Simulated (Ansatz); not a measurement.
# Geometry relaxation of Ta8N (part 3 of 3)

Continued. System: Ta8N (slab, 18 atoms in the cell). Method: DFT PBE+D3(BJ), scalar-relativistic, plane waves, PAW, no spin polarisation (Ansatz 0.2.0); cutoff 420 eV, 3×3×1 k-mesh, Gaussian smearing of 0.1 eV. The structure derives from an entry of the Crystallography Open Database. The input holds or restrains some coordinates. Forces given for the steps count only the free coordinates. It belongs to a series of runs on one base structure; here: 1 N2 a cell, tilted, over a Ta atom of a lower plane.

Geometry of the input (Å; fractional positions):
```
5.9137  0.0000  0.0000
0.0000  5.9137  0.0000
0.0000  0.0000  25.0959
Ta 0.2500  0.2500  0.3188
Ta 0.2500  0.7500  0.3188
Ta 0.7500  0.2500  0.3188
Ta 0.7500  0.7500  0.3188
Ta 0.5000  0.5000  0.4021
Ta 0.5000  0.0000  0.4021
Ta 0.0000  0.5000  0.4021
Ta 0.0000  0.0000  0.4021
Ta 0.7500  0.7500  0.4910
Ta 0.7500  0.2500  0.4910
Ta 0.2500  0.7500  0.4910
Ta 0.2500  0.2500  0.4910
Ta 0.0000  0.0000  0.5718
Ta 0.0000  0.5000  0.5718
Ta 0.5000  0.0000  0.5718
Ta 0.5000  0.5000  0.5718
N  0.7500  0.7500  0.6530
N  0.7024  0.6362  0.6859
```

Output, continued
```
  k-point 4: bands = ["-64.4770", "-64.4596", "-64.4579", "-64.4414", "-64.4394", "-64.4010", "-64.3766", "-64.3510", "-64.1525", "-64.1377", "-64.1257", "-64.1179", "-64.0996", "-63.8945", "-63.8772", "-63.8036", "-31.3721", "-31.2401", "-31.1875", "-31.1789", "-31.1693", "-31.1653", "-31.1516", "-31.1455", "-31.1288", "-31.1249", "-31.1137", "-31.1046", "-31.0909", "-31.0705", "-31.0186", "-30.9940", "-30.9345", "-30.8843", "-30.8524", "-30.8329", "-30.8247", "-30.8161", "-30.8071", "-30.7775", "-30.7580", "-30.7456", "-30.7327", "-30.7233", "-30.6631", "-30.6361", "-30.6255", "-30.5916", "-30.5359", "-30.5123", "-30.5048", "-30.4969", "-30.4738", "-30.4569", "-30.4307", "-30.3948", "-30.3850", "-30.3006", "-30.2633", "-30.2387", "-30.2178", "-30.1469", "-30.1297", "-30.1053", "-15.2762", "-9.2039", "-3.5632", "-3.1086", "-3.0329", "-2.4762", "-1.2275", "-1.2027", "-0.9936", "-0.5764", "-0.3732", "-0.2339", "0.0630", "0.2049", "0.3204", "0.5083", "0.6367", "0.7213", "0.8088", "0.9573", "1.0875", "1.1369", "1.2617", "1.3269", "1.4263", "1.4802", "1.5788", "1.7673", "1.7871", "1.8742", "2.0173", "2.1818", "2.2387", "2.3032", "2.3499", "2.4234", "2.5123", "2.5661", "2.7302", "2.8976", "2.9822", "3.0284", "3.1194", "3.2609", "3.4352", "3.5947", "3.6827", "3.7720", "3.9040", "3.9233", "4.0129", "4.0823", "4.1659", "4.2450", "4.4251", "4.4697", "4.5565", "4.7863", "4.9892", "5.0258", "5.1213", "5.1916", "5.2521", "5.3755", "5.4315", "5.5484", "5.6276"]
--- Relaxed structure (29 steps of the walk, 28 accepted, 0 SCFs on fresh bases) ---
  F+E_penalty+E_count = -159680.45936786 eV   max|allowed force component| = 1.901e-2 eV/Å
  atoms:
    - { symbol: Ta, position: [0.24999999999999997, 0.24999999999999997, 0.31877710369999995] }
    - { symbol: Ta, position: [0.24999999999999997, 0.75, 0.31877710369999995] }
    - { symbol: Ta, position: [0.75, 0.24999999999999997, 0.31877710369999995] }
    - { symbol: Ta, position: [0.75, 0.75, 0.31877710369999995] }
    - { symbol: Ta, position: [0.49999999999999994, 0.49999999999999994, 0.40208956989999994] }
    - { symbol: Ta, position: [0.49999999999999994, 0.0, 0.40208956989999994] }
    - { symbol: Ta, position: [0.0, 0.49999999999999994, 0.40208956989999994] }
    - { symbol: Ta, position: [0.0, 0.0, 0.40208956989999994] }
    - { symbol: Ta, position: [0.7403639755700009, 0.7092683596134456, 0.492757094504662] }
    - { symbol: Ta, position: [0.7555386894188891, 0.21020910907890447, 0.49037679854378274] }
    - { symbol: Ta, position: [0.2485194725748941, 0.7991497695676865, 0.48891582859232013] }
    - { symbol: Ta, position: [0.25084794324104076, 0.3016615302484327, 0.4919058968569613] }
    - { symbol: Ta, position: [0.03044067362013013, -0.01407055635426085, 0.5715150257948947] }
    - { symbol: Ta, position: [-0.050519785071767506, 0.4688219395610578, 0.5765723076146191] }
    - { symbol: Ta, position: [0.5141035535277144, 0.06504259198932458, 0.5713691900739346] }
    - { symbol: Ta, position: [0.4370960770137149, 0.5878616693069082, 0.577358546074942] }
    - { symbol: N, position: [0.7447315503948527, 0.7840479573837258, 0.5892704174987522] }
    - { symbol: N, position: [0.7101081836220114, 0.5842533491803928, 0.6274103446658121] }
```

Trajectory as extended XYZ (Å, eV, eV/Å), 6 of the 29 frames kept, from step=1 to step=29
```
18
Lattice="5.9137 0.0000 0.0000 0.0000 5.9137 0.0000 0.0000 0.0000 25.0959" Properties=species:S:1:pos:R:3:forces:R:3 step=1 energy=-159676.82264
Ta    1.4784    1.4784    8.0000   -0.0056  -0.0102   0.5237
Ta    1.4784    4.4353    8.0000    0.0042   0.0083   0.4625
Ta    4.4353    1.4784    8.0000    0.0031   0.0009   0.4707
Ta    4.4353    4.4353    8.0000   -0.0012   0.0027   0.4868
Ta    2.9568    2.9568   10.0908   -0.0024   0.0106  -0.4707
Ta    2.9568    0.0000   10.0908    0.0071  -0.0185  -0.4525
Ta    0.0000    2.9568   10.0908   -0.0012   0.0195  -0.4656
Ta    0.0000    0.0000   10.0908   -0.0099  -0.0217  -0.4501
Ta    4.4353    4.4353   12.3221   -0.0210  -0.0772  -0.2502
Ta    4.4353    1.4784   12.3221    0.0620   0.0461  -0.0486
Ta    1.4784    4.4353   12.3221    0.0239   0.1057   0.0111
Ta    1.4784    1.4784   12.3221   -0.0192   0.0148  -0.0835
Ta    0.0000    0.0000   14.3488    0.0605  -0.1740   0.4121
Ta    0.0000    2.9568   14.3488    0.3202  -0.2067  -0.1308
Ta    2.9568    0.0000   14.3488   -0.3496   0.0453   0.0156
Ta    2.9568    2.9568   14.3488   -0.2678  -0.0842  -0.1573
N     4.4353    4.4353   16.3888    1.1602   2.6456  -2.6843
N     4.1538    3.7624   17.2123   -0.9631  -2.3062   2.8110
18
Lattice="5.9137 0.0000 0.0000 0.0000 5.9137 0.0000 0.0000 0.0000 25.0959" Properties=species:S:1:pos:R:3:forces:R:3 step=7 energy=-159678.59257
Ta    1.4784    1.4784    8.0000    0.0725   0.0352   0.5145
Ta    1.4784    4.4353    8.0000   -0.0694  -0.0110   0.3627
Ta    4.4353    1.4784    8.0000    0.0010  -0.0554   0.3433
Ta    4.4353    4.4353    8.0000   -0.0129  -0.0189   0.3769
Ta    2.9568    2.9568   10.0908    0.3003   0.3209  -0.3761
Ta    2.9568    0.0000   10.0908   -0.0097  -0.0024  -0.3518
Ta    0.0000    2.9568   10.0908    0.0267   0.0019  -0.3862
Ta    0.0000    0.0000   10.0908   -0.3829  -0.3095  -0.2513
Ta    4.3730    4.3925   12.3185   -0.1805  -0.0307  -0.3726
Ta    4.5108    1.4274   12.3710   -0.0965   0.0674   0.0216
Ta    1.3879    4.4877   12.3765    0.1153  -0.1168  -0.0235
Ta    1.5327    1.5343   12.2317    0.0431   0.0811  -0.0951
Ta   -0.2774   -0.2811   14.3837    0.1161   0.0205   0.7330
Ta    0.3494    2.5974   14.3907    0.2838   0.2716   0.2101
Ta    2.5850    0.3141   14.3206    0.0799   0.2636   0.0244
Ta    3.1345    3.1262   14.3961   -0.1363  -0.1406   0.4710
N     4.7212    4.4795   15.8505    0.8664   1.1056  -1.5584
N     4.0915    3.7295   16.5031   -1.0173  -1.4832   0.3579
18
Lattice="5.9137 0.0000 0.0000 0.0000 5.9137 0.0000 0.0000 0.0000 25.0959" Properties=species:S:1:pos:R:3:forces:R:3 step=12 energy=-159679.67907
Ta    1.4784    1.4784    8.0000    0.0568   0.0793   0.5618
Ta    1.4784    4.4353    8.0000   -0.0122   0.0422   0.3893
Ta    4.4353    1.4784    8.0000    0.0808  -0.1200   0.3207
Ta    4.4353    4.4353    8.0000   -0.0082  -0.0408   0.3296
Ta    2.9568    2.9568   10.0908    0.2517   0.2333  -0.4475
Ta    2.9568    0.0000   10.0908   -0.0960   0.0047  -0.2952
Ta    0.0000    2.9568   10.0908   -0.0554   0.3045  -0.4987
Ta    0.0000    0.0000   10.0908   -0.1183  -0.1528  -0.1911
Ta    4.3630    4.2993   12.2966    0.0828  -0.2795   0.0334
Ta    4.4637    1.3824   12.3505   -0.1313  -0.2697  -0.0162
Ta    1.4009    4.6121   12.3827    0.0343   0.1800  -0.1019
Ta    1.4950    1.6904   12.2665   -0.1036  -0.0075  -0.1141
Ta   -0.2444   -0.1263   14.4101    0.2211  -0.1511  -0.3521
Ta    0.0816    2.7893   14.4942    0.2456  -0.3655  -0.2283
Ta    2.5653    0.3050   14.2797    0.0169  -0.0120   0.0974
Ta    3.0021    3.0705   14.4160    0.3696   0.2777   0.2249
N     4.8486    4.3606   15.4644   -0.6847  -0.0853   0.6535
N     4.4930    3.1590   15.9278   -0.1509   0.3621  -0.3667
18
Lattice="5.9137 0.0000 0.0000 0.0000 5.9137 0.0000 0.0000 0.0000 25.0959" Properties=species:S:1:pos:R:3:forces:R:3 step=18 energy=-159680.03852
Ta    1.4784    1.4784    8.0000    0.0002   0.1549   0.3895
Ta    1.4784    4.4353    8.0000    0.0384   0.1591   0.2397
Ta    4.4353    1.4784    8.0000   -0.0016  -0.1969   0.4127
Ta    4.4353    4.4353    8.0000   -0.0109  -0.1478   0.3484
Ta    2.9568    2.9568   10.0908    0.0537  -0.0656  -0.2062
Ta    2.9568    0.0000   10.0908    0.1433  -0.0426  -0.4334
Ta    0.0000    2.9568   10.0908   -0.0646  -0.0306  -0.3100
Ta    0.0000    0.0000   10.0908   -0.1486   0.0401  -0.2924
Ta    4.4227    4.0274   12.3042   -0.0363   0.0801  -0.0539
Ta    4.4153    1.1361   12.3579    0.0485  -0.0896   0.0899
Ta    1.4617    4.7039   12.3071   -0.0233  -0.0815  -0.0494
Ta    1.4412    1.7454   12.3308   -0.1032   0.0286  -0.1245
Ta   -0.0393   -0.2244   14.4017    0.1279   0.1740  -0.0440
Ta   -0.1618    2.6639   14.5328    0.1588   0.1701  -0.2182
Ta    2.7507    0.3054   14.3675    0.4000  -0.0495   0.0389
Ta    2.8002    3.3076   14.4147   -0.0805  -0.0724   0.2413
N     4.6323    4.4854   15.4056   -0.2132   0.0062  -0.1948
N     4.2888    3.2555   15.8648   -0.2886  -0.0366   0.1659
18
Lattice="5.9137 0.0000 0.0000 0.0000 5.9137 0.0000 0.0000 0.0000 25.0959" Properties=species:S:1:pos:R:3:forces:R:3 step=23 energy=-159680.43764
Ta    1.4784    1.4784    8.0000    0.0012   0.1042   0.3872
Ta    1.4784    4.4353    8.0000    0.0456   0.1221   0.3005
Ta    4.4353    1.4784    8.0000   -0.0516  -0.1848   0.3932
Ta    4.4353    4.4353    8.0000    0.0357  -0.1889   0.3917
Ta    2.9568    2.9568   10.0908   -0.0058   0.1228  -0.2390
Ta    2.9568    0.0000   10.0908    0.1830  -0.0847  -0.4442
Ta    0.0000    2.9568   10.0908   -0.1369  -0.0041  -0.2437
Ta    0.0000    0.0000   10.0908   -0.0834   0.0955  -0.5348
Ta    4.3953    4.1339   12.3208    0.0126   0.0023   0.0117
Ta    4.4557    1.1994   12.3347   -0.0034   0.0184  -0.0200
Ta    1.4669    4.7194   12.2865    0.0459   0.0176   0.0240
Ta    1.4693    1.7792   12.3271   -0.0106  -0.0564   0.0496
Ta    0.1499   -0.0436   14.3428   -0.0174  -0.0319   0.0338
Ta   -0.2601    2.8224   14.4632    0.0732   0.0079  -0.0246
Ta    3.0108    0.3013   14.3563    0.0250   0.0050  -0.0300
Ta    2.6841    3.3710   14.4562   -0.0873   0.0524   0.0060
N     4.4288    4.6794   14.9878    0.0000   0.0083  -0.0692
N     4.2532    3.4853   15.7906   -0.0257  -0.0058   0.0077
18
Lattice="5.9137 0.0000 0.0000 0.0000 5.9137 0.0000 0.0000 0.0000 25.0959" Properties=species:S:1:pos:R:3:forces:R:3 step=29 energy=-159680.45937
Ta    1.4784    1.4784    8.0000   -0.0317   0.0964   0.3518
Ta    1.4784    4.4353    8.0000    0.0373   0.1124   0.3462
Ta    4.4353    1.4784    8.0000   -0.0538  -0.1809   0.3953
Ta    4.4353    4.4353    8.0000    0.0874  -0.2015   0.3949
Ta    2.9568    2.9568   10.0908   -0.0465   0.2144  -0.2444
Ta    2.9568    0.0000   10.0908    0.1930  -0.0727  -0.5139
Ta    0.0000    2.9568   10.0908   -0.0889  -0.0228  -0.1753
Ta    0.0000    0.0000   10.0908   -0.0961   0.0575  -0.5548
Ta    4.3783    4.1944   12.3662   -0.0017  -0.0080  -0.0062
Ta    4.4680    1.2431   12.3064   -0.0025  -0.0001  -0.0006
Ta    1.4697    4.7259   12.2698    0.0002  -0.0044  -0.0015
Ta    1.4834    1.7839   12.3448    0.0016   0.0070   0.0051
Ta    0.1800   -0.0832   14.3427    0.0066   0.0084  -0.0003
Ta   -0.2988    2.7725   14.4696    0.0016   0.0099   0.0015
Ta    3.0402    0.3846   14.3390    0.0021  -0.0070   0.0061
Ta    2.5848    3.4764   14.4893    0.0190   0.0018   0.0024
N     4.4041    4.6366   14.7883   -0.0147   0.0019   0.0016
N     4.1994    3.4551   15.7454   -0.0129  -0.0122  -0.0081
```

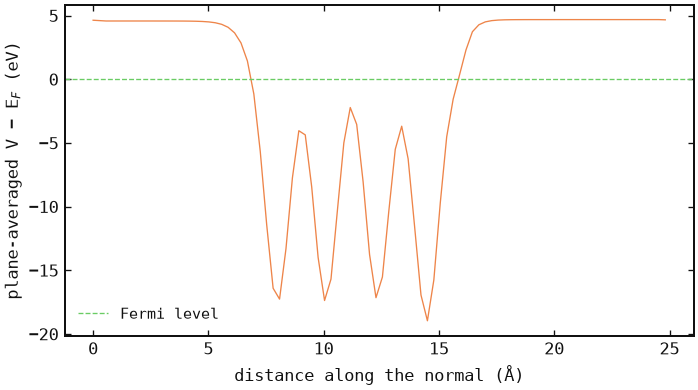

Fig. 1: Plane average of the electrostatic potential energy of an electron across the cell, from the Fermi level. The vacuum level lies 4.68 eV above the Fermi level on the upper side and 4.57 eV on the lower.

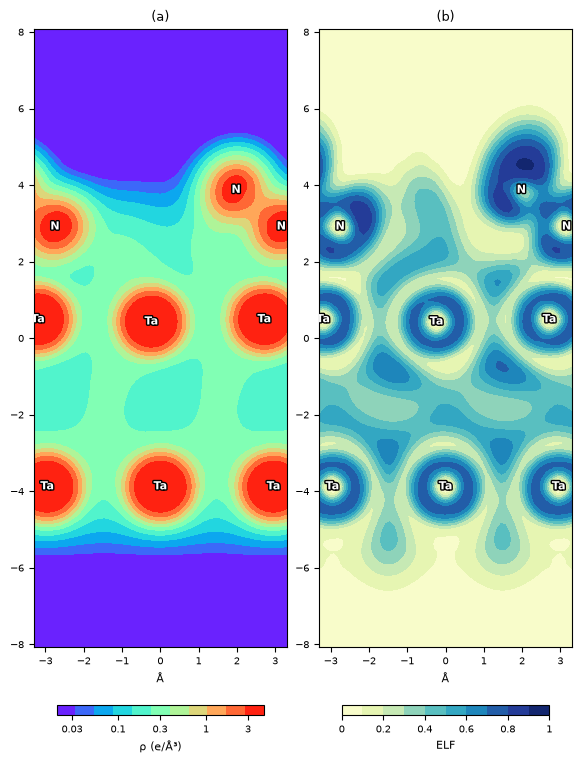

Fig. 2: (a) valence electron density; (b) ELF on the (100) plane of the calculation cell, a cut from vacuum to vacuum. The density dies away to nearly zero in the vacuum. The strong features right at Ta lie inside the PAW spheres (semicore, d or f shells) and say nothing about bonding. In a PAW calculation such maps are meaningful between the atoms, not at the nuclei.

Key numbers

| quantity | value |
| --- | --- |
| outcome | converged under the restraints of the input |
| electrons treated | 218 |
| free energy | −159680.4594 eV |
| work function, top face | 4.68 eV |
| work function, bottom face | 4.57 eV |
| Fermi energy | 3.568 eV |
| gap on the k-point mesh | none (metallic) |
| final volume | 877.64 Å³ |
| work function (upper face) | 4.68 eV |
| largest force (length of the vector) at the end, held atoms and coordinates included | 0.566 eV/Å |
| hardware | 4 threads of Intel Xeon (Granite Rapids), 16 GiB of memory available, shared host |
| wall time | 4.6 min (CPU time 18 min) |
| peak memory | 2.5 GiB |

Warnings of the run: the exchange-correlation potential is rough where the density is thin. Spin–orbit coupling is left out, which matters for Ta.
